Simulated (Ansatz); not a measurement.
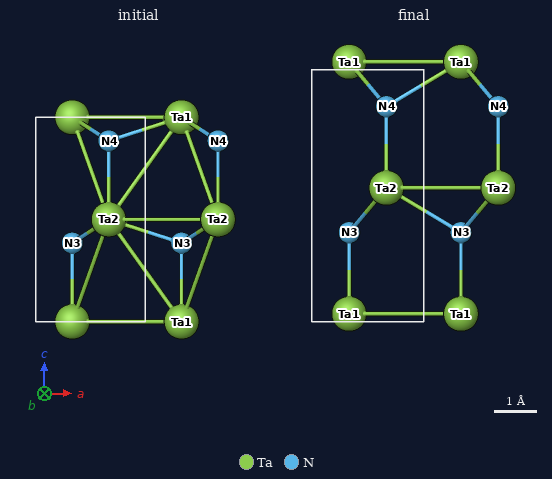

The structure of solid TaN (set up in P6_3mc) (coarse preliminary run) before (left) and after (right) a relaxation, at one scale.

Style: ball-and-stick. Shown: the cell of the calculation, repeated 2 × 1 × 1 with one cell outlined, along the b axis.

These are results of DFT PBE+D3(BJ), scalar-relativistic, plane waves, PAW (Ansatz 0.2.0), not measurements.

The input:
```yaml
crystal:
  lattice:
    - [3.0500010905, 0.0, 0.0]
    - [-1.5250005453, 2.641378426, 0.0]
    - [0.0, 0.0, 4.94]
  atoms:
    - { symbol: Ta, position: [0.3333333333, 0.6666666667, 0.0] }
    - { symbol: Ta, position: [0.6666666667, 0.3333333333, 0.5] }
    - { symbol: "N", position: [0.3333333333, 0.6666666667, 0.385] }
    - { symbol: "N", position: [0.6666666667, 0.3333333333, 0.885] }
basis:
  ecutwfc: 420
kpoints:
  mp_grid: { grid: [6, 6, 4] }
hamiltonian:
  xc: pbe
  dispersion: d3bj
scf:
  occupations: { method: gaussian, width: 0.1 }
output:
  forces: true
  stress: true
  eigenvalues: true
relax:
  adjacent_minimum: "off"
  f_tol: 0.05
  max_steps: 80
  cell: { stress_tol: 0.5 }
```

Launched with:
```bash
ansatz run input.yaml --threads 4 --pin off --max-ram 12288MiB --backend cpu --events-out ev --progress --plain --runs-dir out
```

Q: What changed between the two?

A: The largest moves relative to the cell, 0.19 Å, are those of Ta1, Ta2, N3 and N4. Ta1 goes along +c. By element the largest moves are Ta 0.19 Å, N 0.19 Å. The volume changes by +29.2 %, with a = b 3.050 → 3.122 Å (+2.4 %), c 4.940 → 6.092 Å (+23.3 %). Among the contacts that change: Ta1–Ta2 3.033 → 3.539 Å, Ta1–N4 1.850 → 2.101 Å, Ta1–Ta1 3.050 → 3.122 Å, Ta1–N3 1.902 → 1.967 Å. Among the angles between lasting bonds that change: Ta2–N3–Ta2 111.0° → 96.0°, Ta1–N3–Ta2 107.9° → 120.9°. The space group stays P6_3mc (No. 186). After 10 accepted moves (12 points after the start) the energy has fallen by 1281 meV per atom. Largest force component: 2.2 eV/Å at the start, 0.00029 eV/Å at the end. The pressure goes from 129.26 to 0.10 GPa. The SCF was repeated twice at an unchanged geometry on a basis and grid sized afresh for the cell, which shifted the energy by 45.5 meV per atom at most. Cost: 8.3 s on 4 threads of Intel(R) Xeon(R) Platinum 8488C (Sapphire Rapids), with other jobs on the host, peak memory 0.42 GiB.
